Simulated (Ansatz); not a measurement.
# Calculations on Ti12H

### Relaxation

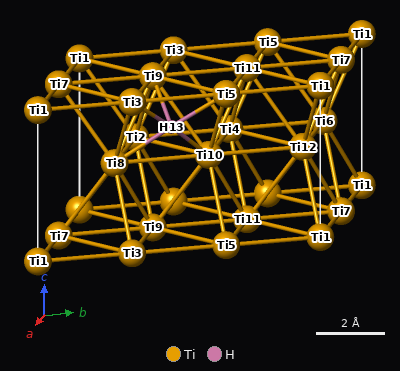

This is the input geometry for a relaxation of a defect cell of composition Ti12H. Style: ball-and-stick. Shown: the cell of the calculation, slightly off an axis.

It is an interstitial H in hcp Ti. The run prepares an end point of a later path (interstitial hop) calculation, from a guessed geometry. The atoms of the start lie slightly off their symmetric places, so part of the fall in energy undoes that.

Theory: DFT PBEsol, scalar-relativistic, plane waves, PAW in Ansatz 0.2.0.

Input file:
```yaml
crystal:
  lattice:
    - [5.9, 0.0, 0.0]
    - [-4.425, 7.664325, 0.0]
    - [0.0, 0.0, 4.6846]
  atoms:
    - { symbol: Ti, position: [0.0, 0.0, 0.0] }
    - { symbol: Ti, position: [0.1666667, 0.2222222, 0.5] }
    - { symbol: Ti, position: [0.0, 0.3333333, 0.0] }
    - { symbol: Ti, position: [0.1666667, 0.5555556, 0.5] }
    - { symbol: Ti, position: [0.0, 0.6666667, 0.0] }
    - { symbol: Ti, position: [0.1666667, 0.8888889, 0.5] }
    - { symbol: Ti, position: [0.5, 0.0, 0.0] }
    - { symbol: Ti, position: [0.6666667, 0.2222222, 0.5] }
    - { symbol: Ti, position: [0.5, 0.3333333, 0.0] }
    - { symbol: Ti, position: [0.6666667, 0.5555556, 0.5] }
    - { symbol: Ti, position: [0.5, 0.6666667, 0.0] }
    - { symbol: Ti, position: [0.6666667, 0.8888889, 0.5] }
    - { symbol: H, position: [0.8291053, 0.4474105, 0.7593114] }
basis:
  ecutwfc: 420.0
kpoints:
  mp_grid: { grid: [4, 3, 5] }
hamiltonian:
  xc: pbesol
scf:
  occupations: { method: gaussian, width: 0.1 }
  lower_state_search: "off"
relax:
  f_tol: 0.03
  max_steps: 60
  adjacent_minimum: "off"
output:
  write_density: true
  write_potential: true
  elf: true
  volumetric_format: npy
```

Launched with:
```bash
ansatz run input.yaml --threads 4 --pin off --max-ram 10240MiB --backend cpu --events-out ev --progress --plain --runs-dir out
```

> Where does the relaxation end?

The largest moves, 0.047 Å, are those of Ti4 and H13. H13 goes along [1 −1 −3]. By element the largest moves are H 0.047 Å, Ti 0.046 Å. The cell doesn't change. Near-neighbour distances that change, for instance: Ti9–H13 2.025 → 2.094 Å, Ti3–Ti9 2.950 → 3.015 Å, Ti3–Ti9 (another image) 2.950 → 2.885 Å, Ti3–Ti5 2.950 → 3.006 Å. Among the angles between lasting bonds that change: Ti4–H13–Ti8 88.7° → 91.6°, Ti3–H13–Ti10 176.6° → 179.5°, Ti4–H13–Ti9 177.5° → 179.5°. After 2 accepted moves (3 points after the start) the energy has fallen by 47.8 meV per cell of the calculation. Largest force component: 0.35 eV/Å at the start, 0.024 eV/Å at the end. 1 step only repeated the SCF at the same geometry.

Final geometry:

```
CELL_PARAMETERS angstrom
5.90000 0.00000 0.00000
-4.42500 7.66432 0.00000
0.00000 0.00000 4.68460
ATOMIC_POSITIONS crystal
Ti 0.00035 0.00083 0.00449
Ti 0.16433 0.22033 0.50086
Ti 0.00300 0.33100 0.00117
Ti 0.17572 0.55890 0.49994
Ti 0.00246 0.67044 0.99886
Ti 0.16821 0.89050 0.49931
Ti 0.49804 0.99884 0.00192
Ti 0.66314 0.21820 0.50178
Ti 0.49168 0.33070 0.00088
Ti 0.66295 0.55832 0.50044
Ti 0.50177 0.66910 0.00072
Ti 0.66549 0.88841 0.49706
H 0.83195 0.44517 0.75189
```

Limits of the set-up: the periodic images lie only 4.7 Å apart, so the values are limited by the cell's size.

### Relaxation

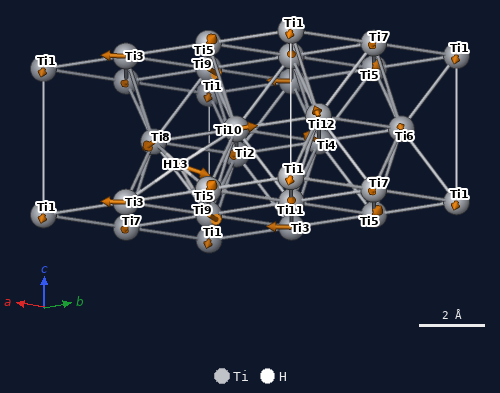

This is a relaxation of a defect cell of composition Ti$_{12}$H. The starting structure is drawn; orange arrows show the displacements, magnified 20 times.

Style: ball-and-stick. Shown: the cell of the calculation, from a free direction.

It is an interstitial H in hcp Ti. The run prepares an end point of a later path (interstitial hop) calculation, from a guessed geometry. The atoms of the start lie slightly off their symmetric places, so part of the fall in energy undoes that.

Level of theory: DFT PBEsol, scalar-relativistic, plane waves, PAW (Ansatz). (plane-wave cutoff 420 eV; k-point mesh 4 × 3 × 5; occupations gaussian; smearing width 0.1 eV; no spin polarisation; atoms relaxed in a fixed cell; force threshold 0.03 eV/Å; at most 60 steps)

Q: Describe the change and its energy.

A: Over 2 accepted moves (3 points after the start) the energy falls by 49.5 meV per cell of the calculation. The largest force component goes from 0.35 to 0.028 eV/Å. 1 step only repeated the SCF at the same geometry. H13 moves most: 0.055 Å along [−1 1 −1]. By element the largest moves are H 0.055 Å, Ti 0.045 Å. The cell doesn't change. Among the contacts that change: Ti3–Ti9 2.950 → 3.020 Å, Ti3–Ti9 (another image) 2.950 → 2.881 Å, Ti4–H13 2.035 → 2.097 Å, Ti3–H13 2.027 → 2.087 Å. Among the angles between lasting bonds that change: Ti4–H13–Ti9 176.4° → 179.3°, Ti5–H13–Ti9 88.7° → 91.6°, Ti3–H13–Ti10 176.7° → 179.5°.

Limits of the set-up: the periodic images lie only 4.7 Å apart, so the values are limited by the cell's size.

### Path

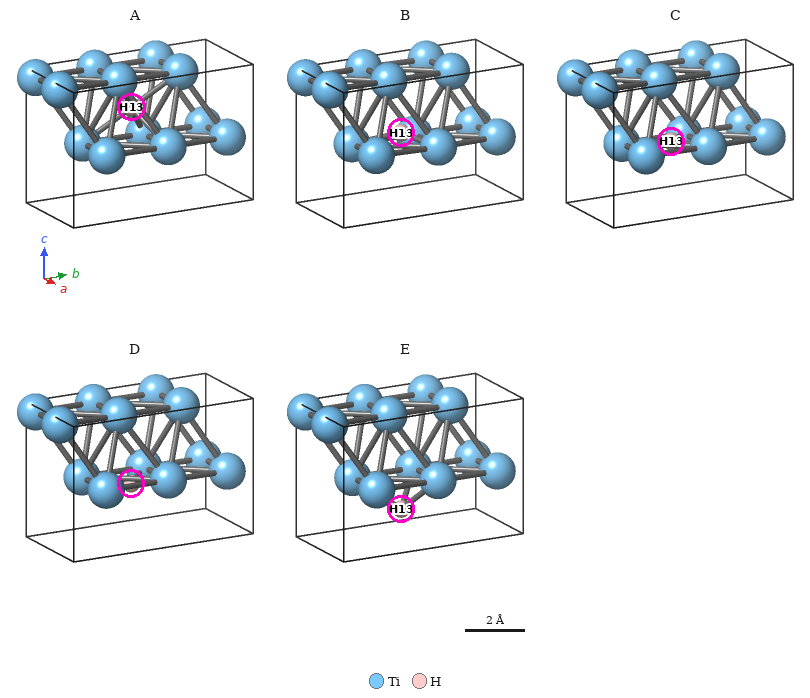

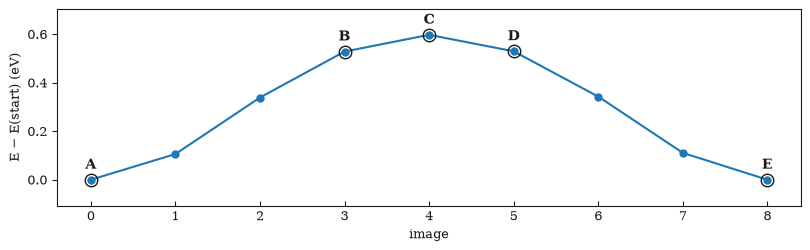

A search for the minimum-energy path of Ti with an interstitial H (13 atoms in the cell) by the nudged elastic band. Images are numbered from 0 (start) to 8 (end). Frames A to E are images 0, 3, 4, 5, 8. A ball-and-stick model of the simulation cell (origin moved), seen slightly off an axis. The moving atom is ringed, with any periodic copies. Bonds to atoms that aren't drawn are left out.

Computed with DFT PBEsol, scalar-relativistic, plane waves, PAW in Ansatz. Set-up: plane-wave cutoff 420 eV; k-point mesh 4 × 3 × 5; Gaussian smearing 0.1 eV; 7 movable images; climbing image; force threshold 0.05 eV/Å; iteration limit 27; starting path by straight interpolation.

> What happens along the path, and what is the barrier?

The H atom travels furthest, 2.35 Å from end to end, along −c, on a straight line. At the highest image its nearest neighbour (Ti) is 1.76 Å away, against 2.08 Å at the start, and the surrounding atoms stand up to 0.06 Å off the mean of their end positions. The barrier is about 0.60 eV in both directions, with image 4 at the top; the ends have the same energy. The band converged in 3 iterations. The largest component of the band force went from 0.36 to 0.049 eV/Å. The climbing image converged on the top of the path. A check of its curvatures didn't confirm a first-order saddle.

Limits of the set-up: the periodic images lie only 4.7 Å apart, so the values are limited by the cell's size.
